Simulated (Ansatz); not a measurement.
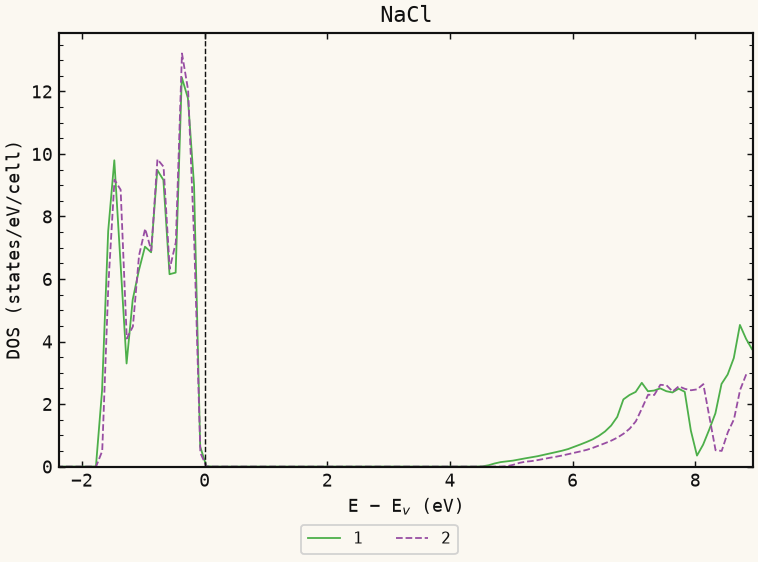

Total densities of states of NaCl, space group P2_1/m (No. 11), 4 atoms in the cell, by two methods on the same cell. Each is counted from its own valence-band top.

**Which curve is which? The methods: PBE+D3(BJ), LDA.**

1 is LDA; 2 is PBE+D3(BJ). LDA gives a gap of 4.45 eV and PBE+D3(BJ) gives a gap of 4.86 eV.

Settings. LDA: DFT LDA, scalar-relativistic, plane waves, PAW, no spin polarisation, 6×4×6 k mesh, 420 eV cutoff (Ansatz). PBE+D3(BJ): DFT PBE+D3(BJ), scalar-relativistic, plane waves, PAW, no spin polarisation, 6×4×6 k mesh, 420 eV cutoff, Gaussian smearing of 0.02 eV (Ansatz).

The structure is an invented one, so it need not be a known or stable phase.
